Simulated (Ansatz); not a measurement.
## Geometry relaxation, with input and output: Cu (part 3 of 3)

The same run, continued: Cu (interface cell, 20 atoms in the cell); DFT PBE, scalar-relativistic, plane waves, PAW, no spin polarisation (Ansatz 0.2.0); cutoff 420 eV, 10×10×2 k-mesh, Gaussian smearing of 0.1 eV. The structure derives from an entry of the Crystallography Open Database. It belongs to a series of runs on one base structure; here: symmetric tilt boundary Sigma 5 (2 1 0), mirror between planes, shift [0.5, 0].

Geometry of the input (Å; fractional positions):
```
3.6297  0.0000  0.0000
-1.8149  4.0582  0.0000
0.0000  0.0000  16.5327
Cu 0.4000  0.8000  0.0736
Cu 0.2000  0.4000  0.2700
Cu 0.7000  0.4000  0.0245
Cu 0.5000  1.0000  0.2209
Cu 0.9000  0.8000  0.3191
Cu 0.8000  0.6000  0.1718
Cu 0.6000  0.2000  0.3682
Cu 0.1000  0.2000  0.1227
Cu 0.3000  0.6000  0.4173
Cu 1.0000  1.0000  0.4664
Cu 0.9000  0.8000  0.9173
Cu 0.7000  0.4000  0.7209
Cu 0.2000  0.4000  0.9664
Cu 0.0000  1.0000  0.7700
Cu 0.4000  0.8000  0.6718
Cu 0.3000  0.6000  0.8191
Cu 0.1000  0.2000  0.6227
Cu 0.6000  0.2000  0.8682
Cu 0.8000  0.6000  0.5736
Cu 0.5000  1.0000  0.5245
```

### File populations.tsv
```
# site	symbol	l	j	q
# orbitals = lowdin
# n_electrons = 380.000000
# spilling = 0.007967
0	Cu	0_3S	-	1.996943
0	Cu	0_4S	-	1.042581
0	Cu	1_3P	-	5.999214
0	Cu	2_3D	-	9.806326
1	Cu	0_3S	-	1.996373
1	Cu	0_4S	-	1.040742
1	Cu	1_3P	-	5.999164
1	Cu	2_3D	-	9.798143
2	Cu	0_3S	-	1.995534
2	Cu	0_4S	-	1.087197
2	Cu	1_3P	-	5.998815
2	Cu	2_3D	-	9.804682
3	Cu	0_3S	-	1.996373
3	Cu	0_4S	-	1.040742
3	Cu	1_3P	-	5.999164
3	Cu	2_3D	-	9.798143
4	Cu	0_3S	-	1.996188
4	Cu	0_4S	-	1.037188
4	Cu	1_3P	-	5.999140
4	Cu	2_3D	-	9.795772
5	Cu	0_3S	-	1.996188
5	Cu	0_4S	-	1.037188
5	Cu	1_3P	-	5.999140
5	Cu	2_3D	-	9.795772
6	Cu	0_3S	-	1.996412
6	Cu	0_4S	-	1.054507
6	Cu	1_3P	-	5.999133
6	Cu	2_3D	-	9.799033
7	Cu	0_3S	-	1.996412
7	Cu	0_4S	-	1.054507
7	Cu	1_3P	-	5.999133
7	Cu	2_3D	-	9.799033
8	Cu	0_3S	-	1.996943
8	Cu	0_4S	-	1.042581
8	Cu	1_3P	-	5.999214
8	Cu	2_3D	-	9.806326
9	Cu	0_3S	-	1.995534
9	Cu	0_4S	-	1.087197
9	Cu	1_3P	-	5.998815
9	Cu	2_3D	-	9.804682
10	Cu	0_3S	-	1.996943
10	Cu	0_4S	-	1.042581
10	Cu	1_3P	-	5.999214
10	Cu	2_3D	-	9.806326
11	Cu	0_3S	-	1.996373
11	Cu	0_4S	-	1.040742
11	Cu	1_3P	-	5.999164
11	Cu	2_3D	-	9.798143
12	Cu	0_3S	-	1.995534
12	Cu	0_4S	-	1.087197
12	Cu	1_3P	-	5.998815
12	Cu	2_3D	-	9.804682
13	Cu	0_3S	-	1.996373
13	Cu	0_4S	-	1.040742
13	Cu	1_3P	-	5.999164
13	Cu	2_3D	-	9.798143
14	Cu	0_3S	-	1.996188
14	Cu	0_4S	-	1.037188
14	Cu	1_3P	-	5.999140
14	Cu	2_3D	-	9.795772
15	Cu	0_3S	-	1.996188
15	Cu	0_4S	-	1.037188
15	Cu	1_3P	-	5.999140
15	Cu	2_3D	-	9.795772
16	Cu	0_3S	-	1.996412
16	Cu	0_4S	-	1.054507
16	Cu	1_3P	-	5.999133
16	Cu	2_3D	-	9.799033
17	Cu	0_3S	-	1.996412
17	Cu	0_4S	-	1.054507
17	Cu	1_3P	-	5.999133
17	Cu	2_3D	-	9.799033
18	Cu	0_3S	-	1.996943
18	Cu	0_4S	-	1.042581
18	Cu	1_3P	-	5.999214
18	Cu	2_3D	-	9.806326
19	Cu	0_3S	-	1.995534
19	Cu	0_4S	-	1.087197
19	Cu	1_3P	-	5.998815
19	Cu	2_3D	-	9.804682
```

### Trajectory as extended XYZ (Å, eV, eV/Å), 6 frames, from step=1 to step=6
```
20
Lattice="3.6297 0.0000 0.0000 -1.8149 4.0582 0.0000 0.0000 0.0000 16.5327" Properties=species:S:1:pos:R:3:forces:R:3 step=1 energy=-132499.87122 pressure_GPa=6.09
Cu    0.0000    3.2465    1.2175    0.0000   0.4187   0.0140
Cu    0.0000    1.6233    4.4640    0.0000  -0.0212   0.0509
Cu    1.8149    1.6233    0.4058    0.0000  -0.4073   3.6256
Cu    0.0000    4.0582    3.6524    0.0000   0.0212  -0.0509
Cu    1.8149    3.2465    5.2756    0.0000  -0.0575  -0.0050
Cu    1.8149    2.4349    2.8407    0.0000   0.0575   0.0050
Cu    1.8149    0.8116    6.0873    0.0000   0.0263   0.1645
Cu    0.0000    0.8116    2.0291    0.0000  -0.0263  -0.1645
Cu    0.0000    2.4349    6.8989    0.0000  -0.4187  -0.0140
Cu    1.8149    4.0582    7.7105    0.0000   0.4073  -3.6256
Cu    1.8149    3.2465   15.1653    0.0000   0.4187  -0.0140
Cu    1.8149    1.6233   11.9187    0.0000  -0.0212  -0.0509
Cu    0.0000    1.6233   15.9769    0.0000  -0.4073  -3.6256
Cu   -1.8149    4.0582   12.7304    0.0000   0.0212   0.0509
Cu    0.0000    3.2465   11.1071    0.0000  -0.0575   0.0050
Cu    0.0000    2.4349   13.5420    0.0000   0.0575  -0.0050
Cu    0.0000    0.8116   10.2955    0.0000   0.0263  -0.1645
Cu    1.8149    0.8116   14.3536    0.0000  -0.0263   0.1645
Cu    1.8149    2.4349    9.4838    0.0000  -0.4187   0.0140
Cu    0.0000    4.0582    8.6722    0.0000   0.4073   3.6256
20
Lattice="3.6297 0.0000 0.0000 -1.8149 4.0582 0.0000 0.0000 0.0000 16.5744" Properties=species:S:1:pos:R:3:forces:R:3 step=2 energy=-132500.95697 pressure_GPa=3.88
Cu    0.0000    3.2461    1.2077    0.0000   0.2455  -0.0633
Cu    0.0000    1.6209    4.4796    0.0000  -0.0186   0.0503
Cu    1.8149    1.6158    0.5008    0.0000  -0.2283   2.0458
Cu    0.0000    4.0605    3.6572    0.0000   0.0186  -0.0503
Cu    1.8149    3.2396    5.2759    0.0000  -0.0502  -0.0279
Cu    1.8149    2.4419    2.8610    0.0000   0.0502   0.0279
Cu    1.8149    0.8145    6.1002    0.0000   0.0473   0.0920
Cu    0.0000    0.8088    2.0366    0.0000  -0.0473  -0.0920
Cu    0.0000    2.4353    6.9292    0.0000  -0.2455   0.0633
Cu    1.8149    4.0656    7.6361    0.0000   0.2283  -2.0458
Cu    1.8149    3.2461   15.2164    0.0000   0.2455   0.0633
Cu    1.8149    1.6209   11.9444    0.0000  -0.0186  -0.0503
Cu    0.0000    1.6158   15.9233    0.0000  -0.2283  -2.0458
Cu   -1.8149    4.0605   12.7668    0.0000   0.0186   0.0503
Cu    0.0000    3.2396   11.1482    0.0000  -0.0502   0.0279
Cu    0.0000    2.4419   13.5631    0.0000   0.0502  -0.0279
Cu    0.0000    0.8145   10.3238    0.0000   0.0473  -0.0920
Cu    1.8149    0.8088   14.3875    0.0000  -0.0473   0.0920
Cu    1.8149    2.4353    9.4949    0.0000  -0.2455  -0.0633
Cu    0.0000    4.0656    8.7880    0.0000   0.2283   2.0458
20
Lattice="3.6297 0.0000 0.0000 -1.8149 4.0582 0.0000 0.0000 0.0000 16.5899" Properties=species:S:1:pos:R:3:forces:R:3 step=3 energy=-132501.48216 pressure_GPa=2.70
Cu    0.0000    3.2010    1.1169    0.0000   0.0761   0.0451
Cu    0.0000    1.5888    4.5447    0.0000   0.1889  -0.2308
Cu    1.8149    1.5506    0.6668    0.0000   0.0449  -0.1975
Cu    0.0000    4.0927    3.5997    0.0000  -0.1889   0.2308
Cu    1.8149    3.2128    5.2339    0.0000   0.1272   0.1485
Cu    1.8149    2.4686    2.9105    0.0000  -0.1272  -0.1485
Cu    1.8149    0.8573    6.1025    0.0000  -0.0138  -0.0936
Cu    0.0000    0.7660    2.0419    0.0000   0.0138   0.0936
Cu    0.0000    2.4805    7.0275    0.0000  -0.0761  -0.0451
Cu    1.8149    4.1309    7.4776    0.0000  -0.0449   0.1975
Cu    1.8149    3.2010   15.3224    0.0000   0.0761  -0.0451
Cu    1.8149    1.5888   11.8946    0.0000   0.1889   0.2308
Cu    0.0000    1.5506   15.7726    0.0000   0.0449   0.1975
Cu   -1.8149    4.0927   12.8397    0.0000  -0.1889  -0.2308
Cu    0.0000    3.2128   11.2054    0.0000   0.1272  -0.1485
Cu    0.0000    2.4686   13.5289    0.0000  -0.1272   0.1485
Cu    0.0000    0.8573   10.3368    0.0000  -0.0138   0.0936
Cu    1.8149    0.7660   14.3975    0.0000   0.0138  -0.0936
Cu    1.8149    2.4805    9.4119    0.0000  -0.0761   0.0451
Cu    0.0000    4.1309    8.9617    0.0000  -0.0449  -0.1975
20
Lattice="3.6297 0.0000 0.0000 -1.8149 4.0582 0.0000 0.0000 0.0000 16.6996" Properties=species:S:1:pos:R:3:forces:R:3 step=4 energy=-132501.55255 pressure_GPa=1.71
Cu    0.0000    3.2398    1.1557    0.0000  -0.0105   0.0081
Cu    0.0000    1.6203    4.5304    0.0000  -0.0017   0.0096
Cu    1.8149    1.5875    0.6511    0.0000   0.0078   0.0012
Cu    0.0000    4.0612    3.6679    0.0000   0.0017  -0.0096
Cu    1.8149    3.2315    5.2847    0.0000   0.0007   0.0004
Cu    1.8149    2.4500    2.9136    0.0000  -0.0007  -0.0004
Cu    1.8149    0.8428    6.1227    0.0000  -0.0059   0.0033
Cu    0.0000    0.7805    2.0756    0.0000   0.0059  -0.0033
Cu    0.0000    2.4416    7.0426    0.0000   0.0105  -0.0081
Cu    1.8149    4.0939    7.5472    0.0000  -0.0078  -0.0012
Cu    1.8149    3.2398   15.3924    0.0000  -0.0105  -0.0081
Cu    1.8149    1.6203   12.0177    0.0000  -0.0017  -0.0096
Cu    0.0000    1.5875   15.8970    0.0000   0.0078  -0.0012
Cu   -1.8149    4.0612   12.8802    0.0000   0.0017   0.0096
Cu    0.0000    3.2315   11.2634    0.0000   0.0007  -0.0004
Cu    0.0000    2.4500   13.6345    0.0000  -0.0007   0.0004
Cu    0.0000    0.8428   10.4254    0.0000  -0.0059  -0.0033
Cu    1.8149    0.7805   14.4725    0.0000   0.0059   0.0033
Cu    1.8149    2.4416    9.5055    0.0000   0.0105   0.0081
Cu    0.0000    4.0939    9.0009    0.0000  -0.0078   0.0012
20
Lattice="3.6297 0.0000 0.0000 -1.8149 4.0582 0.0000 0.0000 0.0000 16.7302" Properties=species:S:1:pos:R:3:forces:R:3 step=5 energy=-132501.55279 pressure_GPa=1.50
Cu    0.0000    3.2418    1.1625    0.0000  -0.0007   0.0017
Cu    0.0000    1.6194    4.5396    0.0000  -0.0001   0.0010
Cu    1.8149    1.5926    0.6525    0.0000   0.0004  -0.0002
Cu    0.0000    4.0621    3.6737    0.0000   0.0001  -0.0010
Cu    1.8149    3.2302    5.2938    0.0000  -0.0006  -0.0008
Cu    1.8149    2.4512    2.9195    0.0000   0.0006   0.0008
Cu    1.8149    0.8392    6.1335    0.0000  -0.0004  -0.0001
Cu    0.0000    0.7840    2.0798    0.0000   0.0004   0.0001
Cu    0.0000    2.4397    7.0508    0.0000   0.0007  -0.0017
Cu    1.8149    4.0889    7.5608    0.0000  -0.0004   0.0002
Cu    1.8149    3.2418   15.4159    0.0000  -0.0007  -0.0017
Cu    1.8149    1.6194   12.0387    0.0000  -0.0001  -0.0010
Cu    0.0000    1.5926   15.9258    0.0000   0.0004   0.0002
Cu   -1.8149    4.0621   12.9047    0.0000   0.0001   0.0010
Cu    0.0000    3.2302   11.2846    0.0000  -0.0006   0.0008
Cu    0.0000    2.4512   13.6589    0.0000   0.0006  -0.0008
Cu    0.0000    0.8392   10.4448    0.0000  -0.0004   0.0001
Cu    1.8149    0.7840   14.4986    0.0000   0.0004  -0.0001
Cu    1.8149    2.4397    9.5276    0.0000   0.0007   0.0017
Cu    0.0000    4.0889    9.0176    0.0000  -0.0004  -0.0002
20
Lattice="3.6297 0.0000 0.0000 -1.8149 4.0582 0.0000 0.0000 0.0000 16.7302" Properties=species:S:1:pos:R:3:forces:R:3 step=6 energy=-132501.55489 pressure_GPa=1.49
Cu    0.0000    3.2418    1.1625    0.0000  -0.0007   0.0018
Cu    0.0000    1.6194    4.5396    0.0000  -0.0001   0.0010
Cu    1.8149    1.5926    0.6525    0.0000   0.0005  -0.0001
Cu    0.0000    4.0621    3.6737    0.0000   0.0001  -0.0010
Cu    1.8149    3.2302    5.2938    0.0000  -0.0006  -0.0009
Cu    1.8149    2.4512    2.9195    0.0000   0.0006   0.0009
Cu    1.8149    0.8392    6.1335    0.0000  -0.0004  -0.0002
Cu    0.0000    0.7840    2.0798    0.0000   0.0004   0.0002
Cu    0.0000    2.4397    7.0508    0.0000   0.0007  -0.0018
Cu    1.8149    4.0889    7.5608    0.0000  -0.0005   0.0001
Cu    1.8149    3.2418   15.4159    0.0000  -0.0007  -0.0018
Cu    1.8149    1.6194   12.0387    0.0000  -0.0001  -0.0010
Cu    0.0000    1.5926   15.9258    0.0000   0.0005   0.0001
Cu   -1.8149    4.0621   12.9047    0.0000   0.0001   0.0010
Cu    0.0000    3.2302   11.2846    0.0000  -0.0006   0.0009
Cu    0.0000    2.4512   13.6589    0.0000   0.0006  -0.0009
Cu    0.0000    0.8392   10.4448    0.0000  -0.0004   0.0002
Cu    1.8149    0.7840   14.4986    0.0000   0.0004  -0.0002
Cu    1.8149    2.4397    9.5276    0.0000   0.0007   0.0018
Cu    0.0000    4.0889    9.0176    0.0000  -0.0005  -0.0001
```

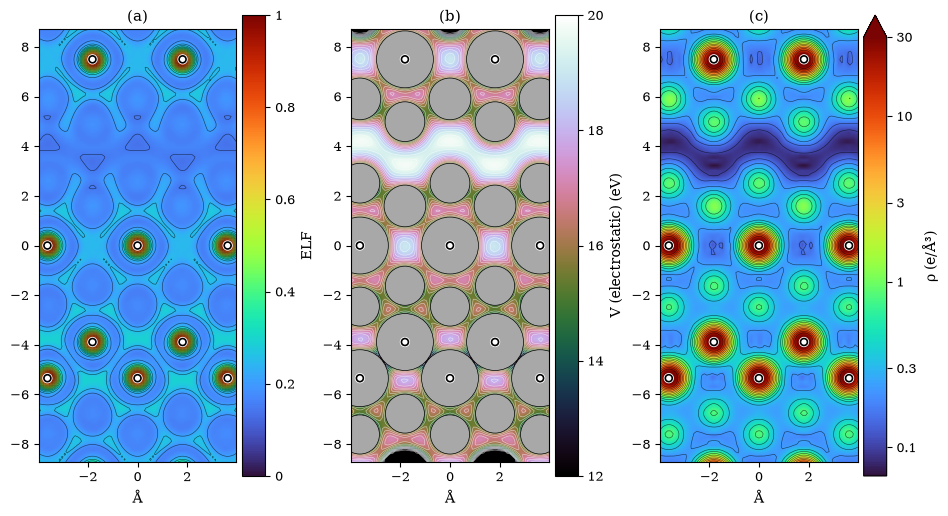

Fig. 1: (a) electron localisation function; (b) electrostatic potential (local pseudopotential plus Hartree) felt by an electron; (c) valence electron density on the (010) plane of the calculation cell. Circles mark the nuclei in the plane (Cu). Grey discs, where drawn, cover atomic cores. Atoms in the plane: Cu. Cu–Cu (2.33 Å): ρ is about 0.39 e/Å³ halfway; the ELF is about 0.20 at the midpoint (no shared electron pair). Away from the nuclei the density in this plane falls to 0.07 e/Å³ at its lowest. The strong features right at Cu lie inside the PAW spheres (semicore, d or f shells) and say nothing about bonding. Outside the cores the potential energy rises away from the atoms and is highest about 1.8 Å from the nearest atoms; outside the discs it spans about 7 eV, and its zero is arbitrary. The fields are those of the smooth PAW valence density.

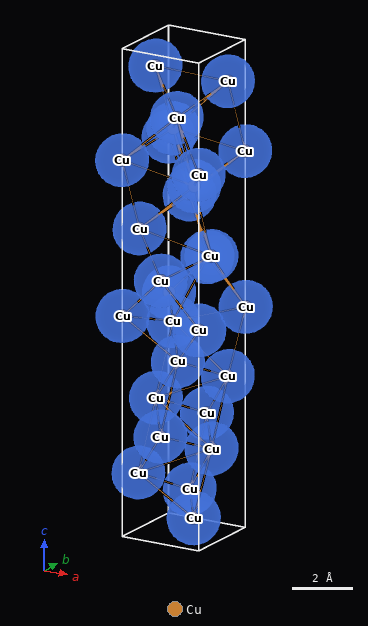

Fig. 2: Isosurface of the valence electron density at 0.6 e/Å³ (blue), seen at an oblique angle. Sticks mark near contacts. The outline is the calculation cell. At this value the density breaks into separate islands; it holds about 85 % of the electrons treated as valence (semicore included). It is pinched off along the Cu–Cu (2.33 Å), Cu–Cu (2.42 Å), Cu–Cu (2.50 Å) and Cu–Cu (2.54 Å) contacts. On the grid the lowest density along these lines, outside the cores, is 0.39 e/Å³ (Cu–Cu, 2.33 Å), 0.33 e/Å³ (Cu–Cu, 2.42 Å), 0.3 e/Å³ (Cu–Cu, 2.50 Å) and 0.27 e/Å³ (Cu–Cu, 2.54 Å).

### Results in brief

| quantity | value |
| --- | --- |
| outcome | converged |
| electrons treated | 380 |
| free energy | −132501.5549 eV |
| Fermi energy | 15.920 eV |
| gap on the k-point mesh | none (metallic) |
| final volume | 246.44 Å³ |
| largest force (length of the vector) at the end | 0.002 eV/Å |
| wall time | 12 min (CPU time 48 min) |
| peak memory | 3.1 GiB |
